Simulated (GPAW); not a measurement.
BN (P6_3/mmc): refractive index against wavelength

The refractive index of BN (P6_3/mmc) along x below the direct gap (4.63 eV on the mesh) is read from one computed spectrum, n = √(Re ε). x, y and z are the Cartesian axes of the input cell.

Symmetry: P6_3/mmc, No. 194, hexagonal system. The conventional cell has a = 2.498 Å, b = 2.498 Å, c = 6.636 Å, α = 90.00°, β = 90.00°, γ = 120.00°. Around N on site d lie 3 B at 1.44 Å. B on site c has 3 N at 1.44 Å as nearest neighbours.

Method: GPAW 26.7.0, PBE, RPA, k-mesh 18×18×6, local fields up to 60 eV, Lorentzian half width 0.2 eV.

Launch of the response step: `OMP_NUM_THREADS=1 python df.py`. The run took 3.6 min, its band step included, on 1 thread of Arm Neoverse V1 (shared host).

```tsv
wavelength (nm)	photon energy E (eV)	n
1064	1.165	2.1738
850	1.459	2.1875
700	1.771	2.2064
633	1.959	2.2202
532	2.331	2.2538
450	2.755	2.3053
405	3.061	?
```

In the single-oscillator model n² − 1 = E₀E_d/(E₀² − E²), so 1/(n² − 1) = E₀/E_d − E²/(E₀E_d) is linear in E².

Working, on the rows shown:

| x = E² (eV²) | y = 1/(n² − 1) |
| --- | --- |
| 1.35784 | 0.268427 |
| 2.12762 | 0.26419 |
| 3.13716 | 0.258518 |
| 3.83641 | 0.254499 |
| 5.43137 | 0.245121 |
| 7.59115 | 0.231782 |

Means: x̄ = 3.9136, ȳ = 0.25376. Σ(x − x̄)(y − ȳ) = -0.1538, Σ(x − x̄)² = 26.16. Slope = -0.1538 / 26.16 = -0.00588; intercept = ȳ − slope · x̄ = 0.27677. Turned back into n, the line misses the rows shown by at most 0.0014.

**Question.** Fill in the last column of the withheld row.

**Answer.** At x = 9.3718 the line gives y = 0.22166, that is 2.3476. The run gave 2.3541, so the extrapolation is off by 0.0065, 4 % of the range in the table.

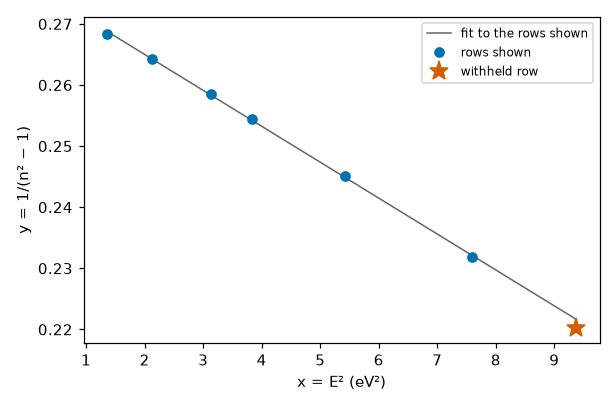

Refitted with all rows, the slope is -0.006014 and the intercept 0.27719. These give E₀ = √(intercept/−slope) = 6.79 eV and E_d = E₀/intercept = 24.5 eV; E₀ is 1.5 times the direct gap. The electronic limit at long wavelengths, without lattice vibrations, is n = √(1 + 1/intercept) = 2.147. The cell comes from an older database entry, whose edges can be off by a per cent or so. Excitons are left out; PBE gaps are as a rule too small. The values come from a sum over the points of one k-mesh and carry its error, which grows as the direct gap shrinks.

[Logs are printed without paths, hosts, clocks, repeated set-up lines and the standing remarks that a program may print on its own settings, such as how far it seeks lower states.]
